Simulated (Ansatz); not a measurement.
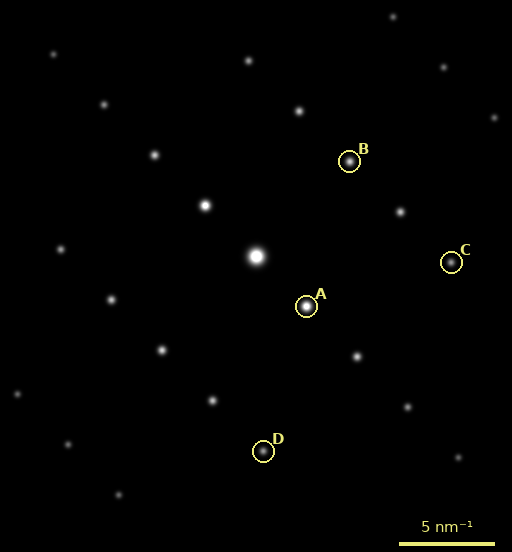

The pattern is a kinematic simulation for 200 kV electrons (no multiple scattering; isotropic B = 0.8 Å²). The zone axis points towards the electron source and the pattern is seen from the source side.

Crystal: Ge, space group P6/mmm (No. 191), a = 2.850 Å, c = 2.655 Å (hexagonal axes). Structure: the end point of a relaxation with DFT r2SCAN, scalar-relativistic, plane waves, PAW in Ansatz; the starting structure was generated, so it need not be a known form of this composition.

Spot A is indexed 0 0 -1 and spot B -1 2 0.

> Give hkl for C, D.

C = 2A + B = -1 2 -2 (d = 0.971 Å). D = 2A − B = 1 -2 -2 (d = 0.971 Å).

> Find the zone axis.

The cross product of A and B is parallel to [210]; every spot obeys hu + kv + lw = 0.
